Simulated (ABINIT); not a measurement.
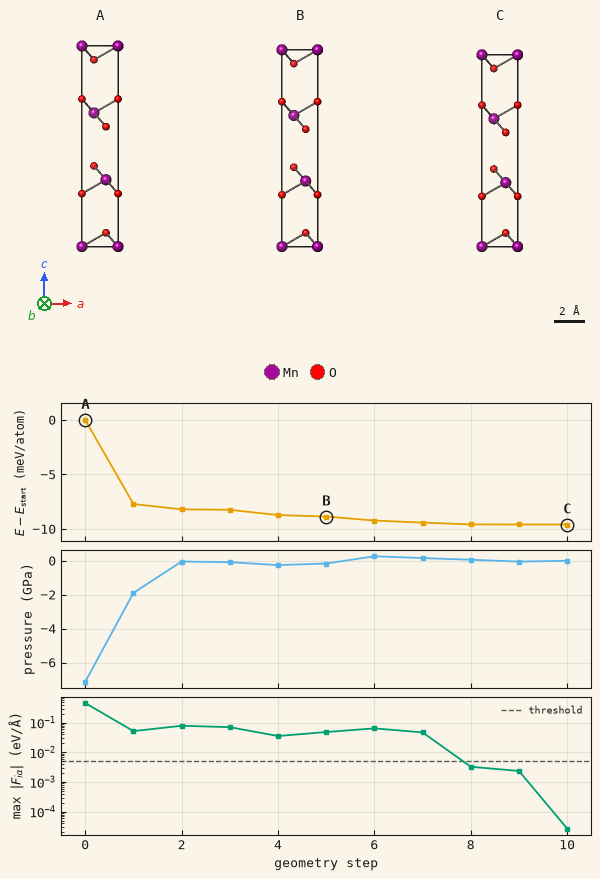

Frames of a relaxation of solid MnO2 (set up in R-3m), marked on the history of the run. A ball-and-stick model of the conventional cell (3 times the calculation's cell), seen along the b axis. Lengths and directions refer to the drawn axes.

The run lets cell and atoms move.

Method: ABINIT, Kohn-Sham DFT of a periodic cell, LDA, JTH PAW LDA v2.0.

The input:
```
# Pseudopotentials
pp_dirpath "./"
pseudos "Mn.LDA_PW-JTH.xml, O.LDA_PW-JTH.xml"

# Structure
acell 9.2060886662 9.2060886662 9.2060886662
rprim
     0.2932136254     0.1692869655     0.9409397925
    -0.2932136254     0.1692869655     0.9409397925
     0.0000000000    -0.3385739311     0.9409397925
ntypat 2
znucl 25 8
natom 3
typat 1 2 2
xcart
     0.0000000000     0.0000000000     0.0000000000
     0.0000000000    -0.0000000001    19.1170523052
     0.0000000000     0.0000000000     6.8700731738
chkprim 0
chksymtnons 0
tolsym 1.0e-6

# Plane-wave basis
ecut 707.496042 eV
pawecutdg 48.0
pawovlp -1

# k points
kptopt 1
ngkpt 6 6 6
nshiftk 1
shiftk 0.0 0.0 0.0

# Exchange and correlation
ixc 7

# Bands and occupations
nband 19
occopt 3
tsmear 0.05 eV

# Spin
nsppol 2
spinat
     0.0000000000     0.0000000000     4.0000000000
     0.0000000000     0.0000000000     0.0000000000
     0.0000000000     0.0000000000     0.0000000000

# SCF cycle
nstep 100
tolvrs 1.0e-9

# Output
iomode 3
prtwf 0
prtden 0
prteig 0
prtebands 0
enunit 2
prtvol 2

# Relaxation
ionmov 2
ntime 60
tolmxf 0.0001
optcell 2
dilatmx 1.08
ecutsm 0.5
```

Run as
```bash
mpirun --bind-to none -np 4 abinit run.abi > log 2>&1
```

Question: What happens along the run?

Answer: The largest moves relative to the cell, 0.031 Å, are those of O atoms. Mn stays in place. The drawn cell changes as follows: a = b 2.857 → 2.826 Å (−1.1 %), c 13.752 → 13.144 Å (−4.4 %); the volume changes by −6.5 %. Near-neighbour distances that change, for instance: Mn–O 1.903 → 1.882 Å. The space group stays R-3m (No. 166). Over 10 geometry steps the energy falls by 9.6 meV per atom. The largest force component goes from 0.46 to under 0.0001 eV/Å. Pressure: −7.14 GPa at the start and 0.00 GPa at the end. Cost: 7.4 min on 4 threads of Arm Neoverse V2, on a shared host, peak memory 0.88 GiB. From step 0 to 5: volume −4.5 %, energy −8.9 meV per atom. From step 5 to 10: O atoms move most (0.02 Å), volume −2.1 %, energy −0.7 meV per atom.

```tsv
step	E − E(0), meV/atom	largest force component, eV/Å	pressure, GPa	volume, Å³/atom
0	0.00	0.4576	-7.14	10.800
1	-7.71	0.0519	-1.89	10.566
2	-8.19	0.0786	-0.05	10.486
3	-8.24	0.0705	-0.09	10.481
4	-8.72	0.0355	-0.26	10.364
5	-8.85	0.0483	-0.17	10.313
6	-9.22	0.0642	0.26	10.129
7	-9.41	0.0469	0.16	10.113
8	-9.58	0.0033	0.06	10.075
9	-9.58	0.0024	-0.05	10.116
10	-9.59	0.0000	0.00	10.100
```

Limits of the set-up: only the magnetic order of this start and cell was tried (total moment 3.0 μB per cell).
